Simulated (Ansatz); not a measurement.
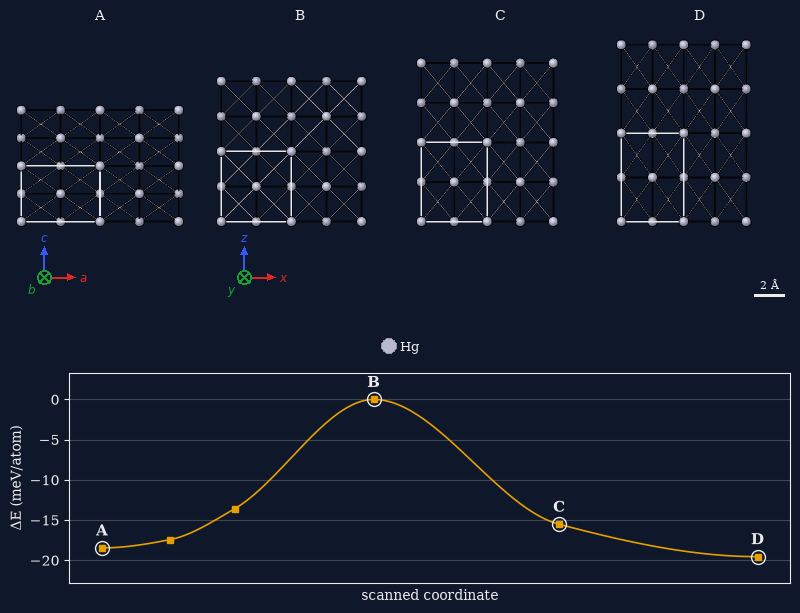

A scan of crystalline Hg (Fm-3m) along one coordinate. x, y and z are the Cartesian axes of the input. The picture is a ball-and-stick view of the conventional cell (4 times the calculation's cell), repeated 2 × 1 × 2 with one cell outlined, seen along the b axis. Lengths and directions refer to the drawn axes.

Level of theory: Ansatz 0.2.0, DFT PBEsol, scalar-relativistic, plane waves, PAW. Set-up: plane-wave cutoff 420 eV; k-point mesh 20 × 20 × 20; occupations gaussian; smearing width 0.15 eV; no spin polarisation. Energies (free energies at the smearing named) are counted from the cell as listed in its source, which wasn't relaxed.

### Which coordinate changes from frame to frame?

The ratio of the cell's length along z to its lengths across, counted as 1 for the reference, is changed at fixed volume (a tetragonal or Bain path), with the atoms kept at their fractional coordinates. In the frames the relative ratio is 0.707 (A), 1.00 (B), 1.20 (C), 1.414 (D). Of the computed points the lowest is at the relative ratio 1.414, −19.5 meV/atom. A local maximum lies at 1.00 (0.0 meV/atom). At the ends of the scan the energy is −18.5 meV/atom (0.707) and −19.5 meV/atom (1.414). The unrelaxed reference is under a pressure of −2.8 GPa. The distortion takes the space group from Fm-3m to I4/mmm, except for Im-3m at 0.707. At the relative ratio 1.414 the cell of the drawing goes a 4.784 → 4.262 Å, b 4.784 → 4.262 Å, c 4.784 → 6.027 Å.
